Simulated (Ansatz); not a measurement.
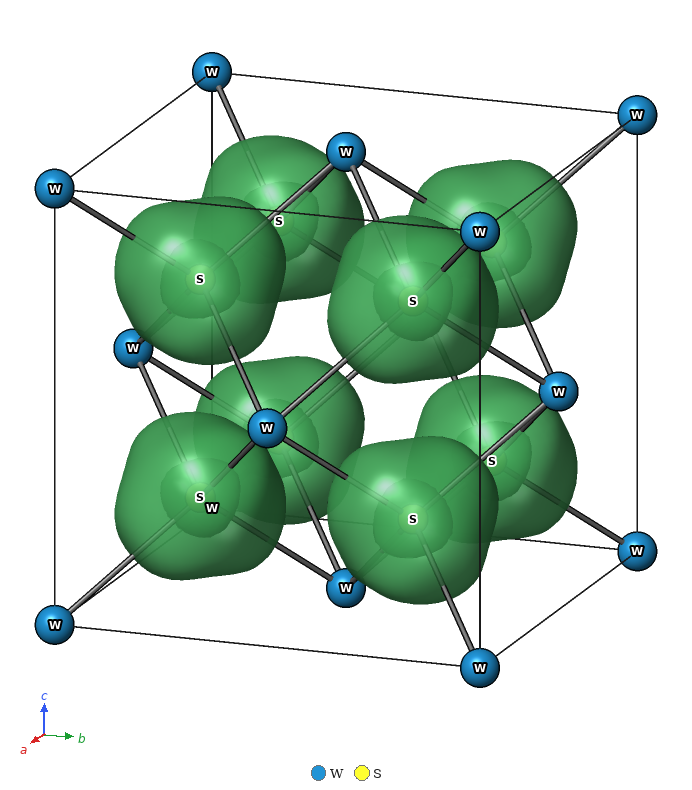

Figure 1: WS₂. Isosurface of the ELF at 0.65 (green), seen slightly off an axis. Core shells and regions of very low density are left out. Sticks mark near contacts.

Space group Fm-3m.

Theory: Ansatz, DFT, PBE, PAW with Ansatz's default frozen-core files, scalar-relativistic.

Core electrons are frozen (PAW), and the valence fields are smoothed inside the atomic spheres.

Input file:

```
crystal:
  lattice:
    - [0.0, 2.937189484, 2.937189484]
    - [2.937189484, 0.0, 2.937189484]
    - [2.937189484, 2.937189484, 0.0]
  atoms:
    - { symbol: W, position: [0.0, 0.0, 0.0] }
    - { symbol: S, position: [0.25, 0.25, 0.25] }
    - { symbol: S, position: [0.75, 0.75, 0.75] }
kpoints:
  mp_grid: { grid: [11, 11, 11] }
  band_path:
    path:
      - [0.0, 0.0, 0.0]
      - [0.5, 0.0, 0.5]
      - [0.625, 0.25, 0.625]
      - [0.375, 0.375, 0.75]
      - [0.0, 0.0, 0.0]
      - [0.5, 0.5, 0.5]
      - [0.5, 0.25, 0.75]
      - [0.5, 0.0, 0.5]
    npoints: 14
scf:
  occupations: { method: fermi_dirac, width: 0.08 }
hamiltonian:
  xc: pbe
  pseudopotentials: { kind: paw }
output:
  forces: true
  stress: true
  eigenvalues: true
  efg: { contact_densities: true }
  populations: true
  bader: true
  dos: { projected: true, de: 0.2, e_range: [-14, 8] }
  write_density: true
  write_potential: true
  elf: true
  volumetric_format: npy
```

Launched as:

```sh
ansatz run input.yaml --threads 1 --pin off --max-ram 3072MiB --backend cpu --events-out ev --progress --plain --runs-dir out
```

Below, planes, directions and counts refer to the conventional cell (a = 5.87 Å, b = 5.87 Å, c = 5.87 Å, α = 90.00°, β = 90.00°, γ = 90.00°).

Q: Where are the electrons localised?

A: The ELF exceeds this value in eight regions wrapped around S (the valence shell of each), counted in one cell of 12 atoms. Regions shared between cells count once. Profiles from the grid: W–S (2.54 Å): the ELF peaks at about 0.90 in the valence shell of S, 0.8 Å from its nucleus, and is about 0.45 at the midpoint.

Q: Does the calculation give a band gap?

A: It is metallic or semimetallic at this level of theory: no gap opens; semilocal functionals without U, or without the true magnetic order, often close the gap of such compounds.
